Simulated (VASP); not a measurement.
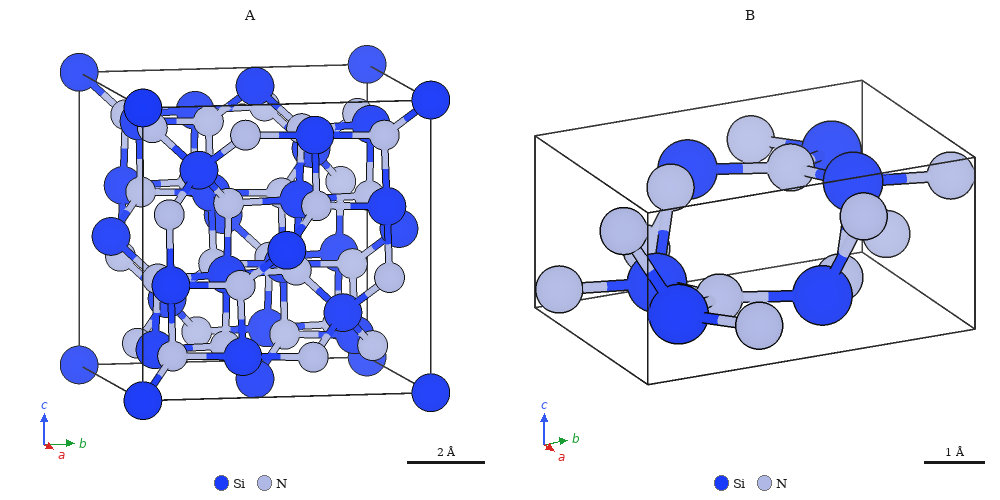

Two structures of Si₃N₄, each relaxed (cell and atoms) at zero pressure; conventional cells in solid outline, small ones repeated, each panel with its own scale. Alike in all runs: VASP 6.6.1; functional PBEsol; VASP's PAW PBE potentials, release 64 (Si, N); cutoff 600 eV; occupations gaussian, width 0.03 eV; no spin polarisation; no spin-orbit coupling. The k meshes have like spacings.

Name the structure in each panel.

A: 56 atoms a cell on a face-centred cubic lattice, Fd-3m; B: 14 atoms a cell on a primitive hexagonal lattice, P6₃/m.

Rank them by energy, lowest first.

B, then A (+78 meV/atom), static energies at zero smearing.

Could pressure favour another of these structures?

A is denser (8.3 against 10.5 Å³/atom), so pressure favours it. Setting PΔV equal to ΔE at fixed volumes gives a first estimate of 5.7 GPa for the crossing; compression of both forms, other phases and heat would move it.

Collect the results in a table.

| panel | space group | E − E(lowest) (meV/atom) | volume (Å³/atom) | gap (eV) |
| --- | --- | --- | --- | --- |
| B | P6₃/m | 0 | 10.5 | 4.21 |
| A | Fd-3m | 78 | 8.3 | 3.28 |

The starts are database entries or structure types tried for this composition, and the most stable form need not be among them. Gaps are the least found on the k-mesh, which misses some points of high symmetry; where the band edges lie there, the true gap is smaller, at times by an eV.

Caveat: semilocal functionals give gaps below the measured ones.
